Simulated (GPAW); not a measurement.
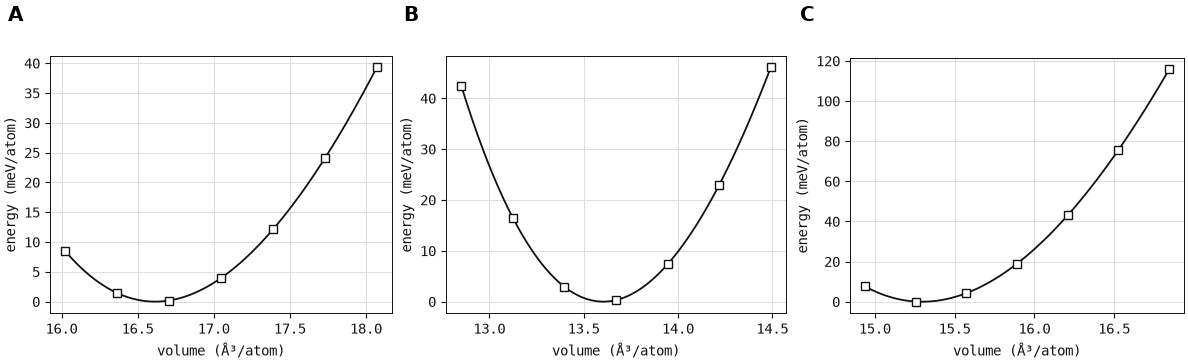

Each panel shows the energy against volume for one of these solids: Ag, Fm-3m (No. 225); Mo, Im-3m (No. 229); Rh, Fm-3m (No. 225).

How it was computed, with GPAW 26.7.0: PAW DFT in plane waves, on a grid or in atomic orbitals, no spin polarisation; energies at scaled volumes of the given cell, shape and fractions fixed, counted from the fit's minimum, third-order Birch-Murnaghan fit. Level: PBEsol.

Match the panels to the solids.

A is Ag (energy from 0.17 meV/atom to 39.30 meV/atom, V0 16.61 Å³/atom, B0 119 GPa); B is Rh (energy from 0.30 meV/atom to 46.09 meV/atom, V0 13.6 Å³/atom, B0 290 GPa); C is Mo (energy from 0 meV/atom to 116 meV/atom, V0 15.3 Å³/atom, B0 281 GPa).
